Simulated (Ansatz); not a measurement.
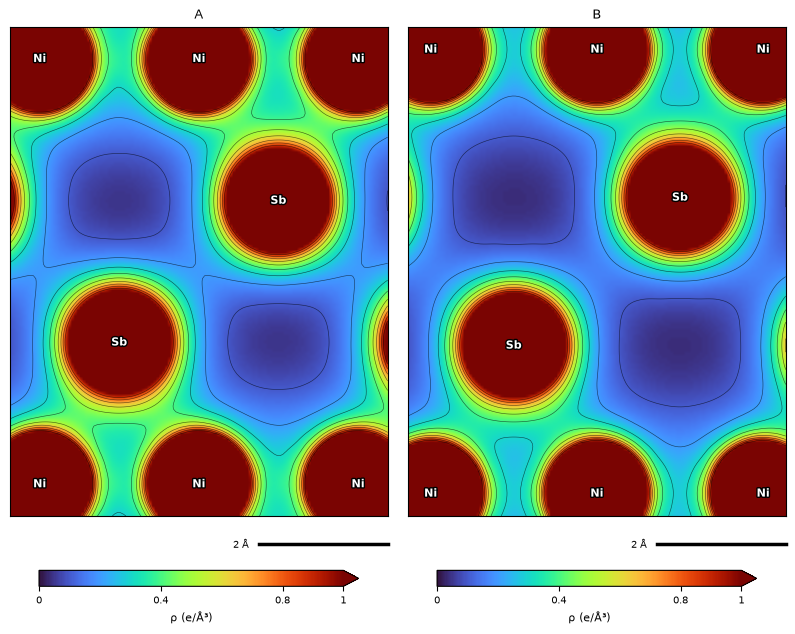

NiSb. The valence electron density of two cells that differ in size, on the (110) plane of each (indices in the axes of the calculation cell), at one length scale and on one colour scale; one has 15.5 and the other 17.6 Å³ an atom.

Method: DFT PBE, scalar-relativistic, plane waves, PAW in Ansatz.

The density is the valence pseudo-density of a PAW calculation; it isn't the true density close to the nuclei.

The larger cell:

```xyz
4
Lattice="3.9760 0.0000 0.0000 -1.9880 3.4433 0.0000 0.0000 0.0000 5.1569" Properties=species:S:1:pos:R:3 pbc="T T T"
Ni    0.0000    0.0000    0.0000
Ni    0.0000    0.0000    2.5784
Sb    0.0000    2.2955    1.2892
Sb    1.9880    1.1478    3.8677
```

The smaller cell: a = 3.809 Å, b = 3.809 Å, c = 4.938 Å, α = 90.00°, β = 90.00°, γ = 120.00°.

Which panel shows the smaller cell, and what does the compression change?

Answer. Panel A is the smaller cell, by 12 % in volume. From the larger cell to the smaller, Ni–Sb goes from 2.63 to 2.52 Å, and the density at its midpoint from 0.36 to 0.44 e/Å³; Ni–Ni goes from 2.58 to 2.47 Å, and the density at its midpoint from 0.28 to 0.36 e/Å³; the pressure goes from 0.0 to 20 GPa.
